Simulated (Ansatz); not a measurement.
## Run report: C20H, geometry relaxation (part 4 of 4)

Continued. System: C20H (slab, 21 atoms in the cell). Method: DFT PBE, scalar-relativistic, plane waves, PAW, PAW set soft_1, spin-polarised (Ansatz 0.2.0); cutoff 420 eV, 5×8×1 k-mesh, Gaussian smearing of 0.05 eV, collinear spins. The structure derives from an entry of the Crystallography Open Database. The input holds or restrains some coordinates. Forces given for the steps count only the free coordinates.

Geometry of the input (Å; fractional positions):
```
5.0509  0.0000  0.0000
0.0000  3.5715  0.0000
0.0000  0.0000  20.3790
C  0.2500  0.0000  0.1963
C  0.7500  0.0000  0.1963
C  0.0000  0.2500  0.1963
C  0.5000  0.2500  0.1963
C  0.0000  0.5000  0.2582
C  0.5000  0.5000  0.2582
C  0.2500  0.7500  0.2582
C  0.7500  0.7500  0.2582
C  0.2500  0.0025  0.3199
C  0.7500  0.0025  0.3199
C  0.0000  0.2475  0.3199
C  0.5000  0.2475  0.3199
C  0.0000  0.5097  0.3836
C  0.5000  0.5097  0.3836
C  0.2500  0.7403  0.3836
C  0.7500  0.7403  0.3836
C  0.2500  0.0295  0.4357
C  0.7500  0.0295  0.4357
C  0.0000  0.2205  0.4357
C  0.5000  0.2205  0.4357
H  0.3750  0.0295  0.4817
```

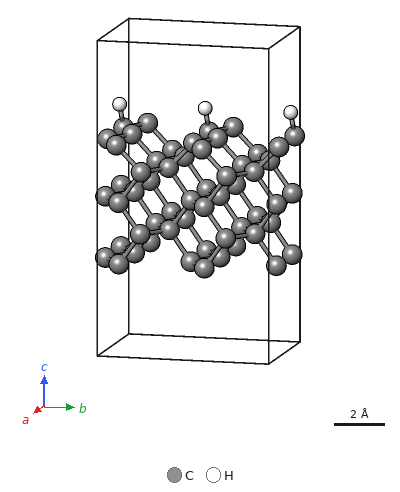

Figure 1. The geometry at step 3 of the log (ball-and-stick view of the 1 × 2 repeat of the cell, with the vacuum cut short, seen slightly off an axis).

## Output, continued
```
  k-point 20 ↓: bands = ["-19.9163", "-19.0187", "-18.1333", "-17.2480", "-15.3066", "-14.4070", "-13.6623", "-13.3455", "-12.8875", "-12.2542", "-11.4610", "-10.8723", "-10.7552", "-10.2834", "-9.1528", "-8.3733", "-8.2581", "-8.0876", "-7.8927", "-7.4802", "-7.1340", "-6.8076", "-6.3807", "-6.0552", "-5.8922", "-5.6733", "-5.5060", "-5.2449", "-5.0488", "-4.8697", "-4.2321", "-4.2145", "-3.7608", "-3.4553", "-3.3018", "-2.9295", "-1.9110", "-0.9085", "-0.6788", "-0.5239", "1.5622", "2.1147", "2.5498", "3.2426", "4.9671", "5.7835", "6.0286", "6.3253", "6.5112", "6.9687", "7.1019", "7.2534", "7.8236", "8.0883", "8.2665", "8.4217", "8.5498", "8.6400", "8.8860", "9.2289", "9.4308", "9.5773"]
--- Relaxed structure (5 steps of the walk, 5 accepted, 0 SCFs on fresh bases) ---
  F+E_penalty+E_count = -5018.32782698 eV   max|allowed force component| = 6.201e-3 eV/Å
  atoms:
    - { symbol: C, position: [0.24999999999999997, 0.0, 0.1962800878] }
    - { symbol: C, position: [0.75, 0.0, 0.1962800878] }
    - { symbol: C, position: [0.0, 0.25, 0.1962800878] }
    - { symbol: C, position: [0.49999999999999994, 0.25, 0.1962800878] }
    - { symbol: C, position: [0.0, 0.5, 0.2582424294] }
    - { symbol: C, position: [0.49999999999999994, 0.5, 0.2582424294] }
    - { symbol: C, position: [0.24999999999999997, 0.75, 0.2582424294] }
    - { symbol: C, position: [0.75, 0.75, 0.2582424294] }
    - { symbol: C, position: [0.24999999999999997, 0.0024640218, 0.3199149169] }
    - { symbol: C, position: [0.75, 0.0024640218, 0.3199149169] }
    - { symbol: C, position: [0.0, 0.24753597820000003, 0.3199149169] }
    - { symbol: C, position: [0.49999999999999994, 0.24753597820000003, 0.3199149169] }
    - { symbol: C, position: [0.0, 0.5097084369, 0.3835991966] }
    - { symbol: C, position: [0.49999999999999994, 0.5097084369, 0.3835991966] }
    - { symbol: C, position: [0.24999999999999997, 0.7402915631, 0.3835991966] }
    - { symbol: C, position: [0.75, 0.7402915631, 0.3835991966] }
    - { symbol: C, position: [0.24999999999999997, 0.0294931925, 0.4356947474] }
    - { symbol: C, position: [0.75, 0.0294931925, 0.4356947474] }
    - { symbol: C, position: [0.0, 0.2205068075, 0.4356947474] }
    - { symbol: C, position: [0.49999999999999994, 0.2205068075, 0.4356947474] }
    - { symbol: H, position: [0.375, 0.0294931925, 0.48968771377186643] }
--- Löwdin populations: 21 sites ---
  site symbol       q [e]    m [muB]
     0      C      3.9841     0.6675
     1      C      3.9819     0.6743
     2      C      3.9876    -0.6534
     3      C      3.9885    -0.6422
     4      C      3.9606     0.0675
     5      C      3.9606     0.0671
     6      C      3.9609    -0.0646
     7      C      3.9593    -0.0680
     8      C      3.9907     0.0285
     9      C      3.9930     0.0271
    10      C      3.9896    -0.0207
    11      C      3.9866    -0.0238
    12      C      3.9646    -0.0087
    13      C      3.9599    -0.0026
    14      C      3.9522     0.0129
    15      C      3.9595     0.0074
    16      C      4.1081     0.0103
    17      C      4.0186    -0.0509
    18      C      4.0017     0.1264
    19      C      4.0392     0.0827
    20      H      0.7255     0.0004
  spilling = 0.006509 (of n_electrons = 81.000000)
```

## File populations.tsv
```
# site	symbol	l	j	q_up	q_dn
# orbitals = lowdin
# n_electrons = 81.000000
# spilling = 0.006509
0	C	0_2S	-	0.571269	0.481790
0	C	1_2P	-	1.754527	1.176552
1	C	0_2S	-	0.572001	0.481919
1	C	1_2P	-	1.756126	1.171869
2	C	0_2S	-	0.484635	0.571041
2	C	1_2P	-	1.182439	1.749440
3	C	0_2S	-	0.484855	0.570342
3	C	1_2P	-	1.188335	1.745016
4	C	0_2S	-	0.481627	0.468560
4	C	1_2P	-	1.532431	1.477993
5	C	0_2S	-	0.481633	0.468803
5	C	1_2P	-	1.532229	1.477980
6	C	0_2S	-	0.469296	0.481204
6	C	1_2P	-	1.478847	1.531536
7	C	0_2S	-	0.468528	0.481374
7	C	1_2P	-	1.477118	1.532267
8	C	0_2S	-	0.481109	0.476721
8	C	1_2P	-	1.528490	1.504393
9	C	0_2S	-	0.484177	0.479513
9	C	1_2P	-	1.525855	1.503440
10	C	0_2S	-	0.480592	0.483473
10	C	1_2P	-	1.503869	1.521693
11	C	0_2S	-	0.478731	0.482291
11	C	1_2P	-	1.502668	1.522928
12	C	0_2S	-	0.463849	0.465379
12	C	1_2P	-	1.514116	1.521259
13	C	0_2S	-	0.465143	0.465263
13	C	1_2P	-	1.513462	1.515987
14	C	0_2S	-	0.466690	0.463321
14	C	1_2P	-	1.515834	1.506339
15	C	0_2S	-	0.465514	0.463897
15	C	1_2P	-	1.517905	1.512138
16	C	0_2S	-	0.452633	0.451944
16	C	1_2P	-	1.606575	1.596960
17	C	0_2S	-	0.472911	0.476256
17	C	1_2P	-	1.510914	1.558485
18	C	0_2S	-	0.480098	0.470311
18	C	1_2P	-	1.583946	1.467341
19	C	0_2S	-	0.470050	0.461403
19	C	1_2P	-	1.590913	1.516844
20	H	0_1S	-	0.362974	0.362560
```

## Trajectory as extended XYZ (Å, eV, eV/Å), 5 frames, from step=1 to step=5
```
21
Lattice="5.0509 0.0000 0.0000 0.0000 3.5715 0.0000 0.0000 0.0000 20.3790" Properties=species:S:1:pos:R:3:forces:R:3 step=1 energy=-5018.11825
C     1.2627    0.0000    4.0000    0.0393   4.0717   0.9808
C     3.7882    0.0000    4.0000    0.0155   4.0222   0.9661
C     0.0000    0.8929    4.0000   -0.0041  -4.0048   1.0030
C     2.5255    0.8929    4.0000   -0.0532  -4.0400   1.0033
C     0.0000    1.7858    5.2627   -0.0084   0.9093  -1.0496
C     2.5255    1.7858    5.2627    0.0028   0.9350  -1.0587
C     1.2627    2.6787    5.2627   -0.0048  -0.8679  -1.0154
C     3.7882    2.6787    5.2627    0.0104  -0.8979  -0.9781
C     1.2627    0.0088    6.5196    0.0022  -0.3788   0.1450
C     3.7882    0.0088    6.5196    0.0319  -0.0253   0.0558
C     0.0000    0.8841    6.5196   -0.0215   0.0372  -0.0248
C     2.5255    0.8841    6.5196   -0.0182   0.0493   0.1649
C     0.0000    1.8204    7.8174   -0.1035  -0.3084  -0.1222
C     2.5255    1.8204    7.8174    0.3577   0.1266  -0.3448
C     1.2627    2.6440    7.8174   -0.0551   0.4613  -1.2706
C     3.7882    2.6440    7.8174    0.0606  -0.0506  -0.2226
C     1.2627    0.1053    8.8790   -0.4331  -1.3784   0.7956
C     3.7882    0.1053    8.8790    0.2548   0.1949   0.2385
C     0.0000    0.7876    8.8790   -1.0924   0.6823  -0.0394
C     2.5255    0.7876    8.8790    2.4587   2.0853  -2.1077
H     1.8941    0.1053    9.8171   -1.4396  -1.6227   2.8815
21
Lattice="5.0509 0.0000 0.0000 0.0000 3.5715 0.0000 0.0000 0.0000 20.3790" Properties=species:S:1:pos:R:3:forces:R:3 step=2 energy=-5018.25786
C     1.2627    0.0000    4.0000    0.0420   4.0706   0.9846
C     3.7882    0.0000    4.0000    0.0172   4.0220   0.9674
C     0.0000    0.8929    4.0000   -0.0063  -4.0037   1.0026
C     2.5255    0.8929    4.0000   -0.0552  -4.0387   1.0050
C     0.0000    1.7858    5.2627   -0.0095   0.9039  -1.0490
C     2.5255    1.7858    5.2627    0.0025   0.9360  -1.0609
C     1.2627    2.6787    5.2627   -0.0043  -0.8733  -1.0151
C     3.7882    2.6787    5.2627    0.0115  -0.8959  -0.9792
C     1.2627    0.0088    6.5196   -0.0001  -0.3582   0.1621
C     3.7882    0.0088    6.5196    0.0355  -0.0309   0.0542
C     0.0000    0.8841    6.5196   -0.0259   0.0502  -0.0297
C     2.5255    0.8841    6.5196   -0.0134   0.0434   0.1726
C     0.0000    1.8204    7.8174   -0.0988  -0.3172  -0.1287
C     2.5255    1.8204    7.8174    0.3729   0.1247  -0.3435
C     1.2627    2.6440    7.8174   -0.0682   0.4288  -1.2366
C     3.7882    2.6440    7.8174    0.0546  -0.0423  -0.2249
C     1.2627    0.1053    8.8790    0.0933  -1.3480   1.7417
C     3.7882    0.1053    8.8790    0.2819   0.2012   0.2372
C     0.0000    0.7876    8.8790   -1.0991   0.6527  -0.0346
C     2.5255    0.7876    8.8790    2.2021   1.7934  -1.7570
H     1.8941    0.1053    9.8811   -1.7326  -1.3186   1.5300
21
Lattice="5.0509 0.0000 0.0000 0.0000 3.5715 0.0000 0.0000 0.0000 20.3790" Properties=species:S:1:pos:R:3:forces:R:3 step=3 energy=-5018.32567
C     1.2627    0.0000    4.0000    0.0453   4.0691   0.9900
C     3.7882    0.0000    4.0000    0.0192   4.0218   0.9689
C     0.0000    0.8929    4.0000   -0.0083  -4.0017   1.0018
C     2.5255    0.8929    4.0000   -0.0580  -4.0362   1.0066
C     0.0000    1.7858    5.2627   -0.0104   0.8964  -1.0481
C     2.5255    1.7858    5.2627    0.0016   0.9366  -1.0642
C     1.2627    2.6787    5.2627   -0.0036  -0.8803  -1.0148
C     3.7882    2.6787    5.2627    0.0127  -0.8937  -0.9810
C     1.2627    0.0088    6.5196   -0.0030  -0.3315   0.1792
C     3.7882    0.0088    6.5196    0.0393  -0.0392   0.0526
C     0.0000    0.8841    6.5196   -0.0300   0.0666  -0.0349
C     2.5255    0.8841    6.5196   -0.0083   0.0374   0.1786
C     0.0000    1.8204    7.8174   -0.0903  -0.3263  -0.1361
C     2.5255    1.8204    7.8174    0.3850   0.1086  -0.3434
C     1.2627    2.6440    7.8174   -0.0851   0.3964  -1.1939
C     3.7882    2.6440    7.8174    0.0464  -0.0311  -0.2255
C     1.2627    0.1053    8.8790    0.4658  -1.3013   2.5650
C     3.7882    0.1053    8.8790    0.3061   0.2121   0.2419
C     0.0000    0.7876    8.8790   -1.0996   0.6101  -0.0196
C     2.5255    0.7876    8.8790    1.9528   1.5032  -1.3669
H     1.8941    0.1053    9.9608   -1.8773  -1.0174   0.2412
21
Lattice="5.0509 0.0000 0.0000 0.0000 3.5715 0.0000 0.0000 0.0000 20.3790" Properties=species:S:1:pos:R:3:forces:R:3 step=4 energy=-5018.32783
C     1.2627    0.0000    4.0000    0.0460   4.0689   0.9921
C     3.7882    0.0000    4.0000    0.0194   4.0217   0.9694
C     0.0000    0.8929    4.0000   -0.0082  -4.0009   1.0019
C     2.5255    0.8929    4.0000   -0.0589  -4.0349   1.0071
C     0.0000    1.7858    5.2627   -0.0105   0.8946  -1.0477
C     2.5255    1.7858    5.2627    0.0013   0.9369  -1.0659
C     1.2627    2.6787    5.2627   -0.0035  -0.8826  -1.0143
C     3.7882    2.6787    5.2627    0.0130  -0.8935  -0.9814
C     1.2627    0.0088    6.5196   -0.0037  -0.3253   0.1817
C     3.7882    0.0088    6.5196    0.0401  -0.0412   0.0522
C     0.0000    0.8841    6.5196   -0.0307   0.0702  -0.0359
C     2.5255    0.8841    6.5196   -0.0074   0.0365   0.1793
C     0.0000    1.8204    7.8174   -0.0878  -0.3262  -0.1386
C     2.5255    1.8204    7.8174    0.3867   0.1015  -0.3438
C     1.2627    2.6440    7.8174   -0.0892   0.3902  -1.1846
C     3.7882    2.6440    7.8174    0.0447  -0.0290  -0.2254
C     1.2627    0.1053    8.8790    0.5251  -1.2921   2.7114
C     3.7882    0.1053    8.8790    0.3075   0.2153   0.2456
C     0.0000    0.7876    8.8790   -1.1000   0.6001  -0.0155
C     2.5255    0.7876    8.8790    1.9036   1.4489  -1.2814
H     1.8941    0.1053    9.9794   -1.8875  -0.9591  -0.0063
21
Lattice="5.0509 0.0000 0.0000 0.0000 3.5715 0.0000 0.0000 0.0000 20.3790" Properties=species:S:1:pos:R:3:forces:R:3 step=5 energy=-5018.32783
C     1.2627    0.0000    4.0000    0.0459   4.0691   0.9925
C     3.7882    0.0000    4.0000    0.0195   4.0217   0.9694
C     0.0000    0.8929    4.0000   -0.0080  -4.0007   1.0020
C     2.5255    0.8929    4.0000   -0.0590  -4.0347   1.0072
C     0.0000    1.7858    5.2627   -0.0103   0.8947  -1.0478
C     2.5255    1.7858    5.2627    0.0012   0.9370  -1.0662
C     1.2627    2.6787    5.2627   -0.0035  -0.8828  -1.0140
C     3.7882    2.6787    5.2627    0.0130  -0.8937  -0.9814
C     1.2627    0.0088    6.5196   -0.0038  -0.3254   0.1814
C     3.7882    0.0088    6.5196    0.0402  -0.0412   0.0522
C     0.0000    0.8841    6.5196   -0.0304   0.0702  -0.0359
C     2.5255    0.8841    6.5196   -0.0077   0.0364   0.1794
C     0.0000    1.8204    7.8174   -0.0877  -0.3263  -0.1388
C     2.5255    1.8204    7.8174    0.3865   0.1016  -0.3439
C     1.2627    2.6440    7.8174   -0.0891   0.3899  -1.1848
C     3.7882    2.6440    7.8174    0.0448  -0.0292  -0.2254
C     1.2627    0.1053    8.8790    0.5256  -1.2929   2.7115
C     3.7882    0.1053    8.8790    0.3076   0.2152   0.2460
C     0.0000    0.7876    8.8790   -1.1003   0.6011  -0.0152
C     2.5255    0.7876    8.8790    1.9036   1.4498  -1.2819
H     1.8941    0.1053    9.9794   -1.8879  -0.9598  -0.0062
```

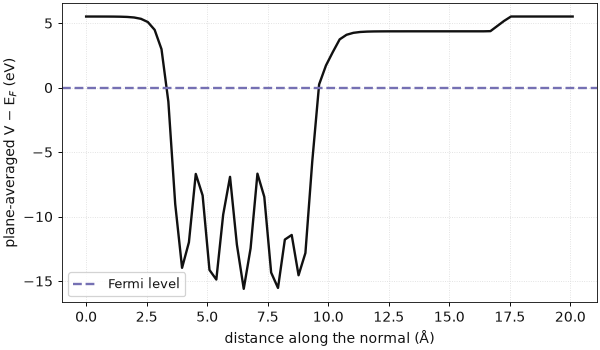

Figure 2. Plane average of the electrostatic potential energy of an electron across the cell, from the Fermi level. The vacuum level lies 4.37 eV above the Fermi level on the upper side and 5.52 eV on the lower.

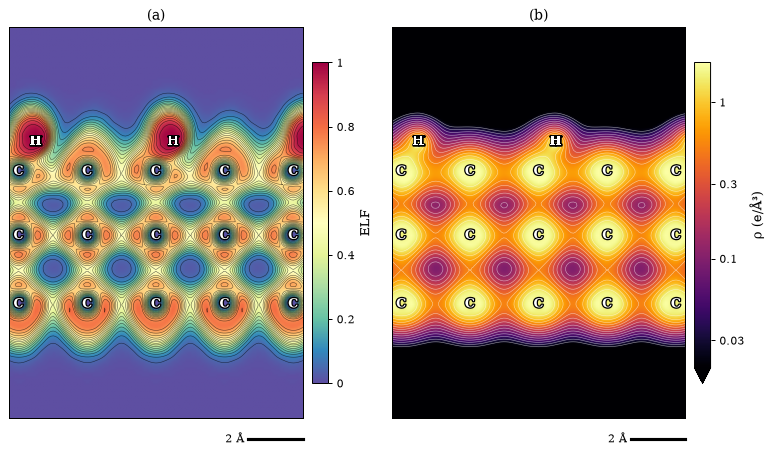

Figure 3. (a) ELF; (b) valence electron density on the (010) plane of the calculation cell, a cut from vacuum to vacuum. The section cuts through C and H sites. C–H (1.27 Å): the density is about 1.3 e/Å³ at the midpoint; the ELF climbs to about 1 towards the hydrogen, as it does in any bond to H. The density dies away to nearly zero in the vacuum. Core electrons are frozen (PAW), so the fields are smoothed inside the atomic spheres.
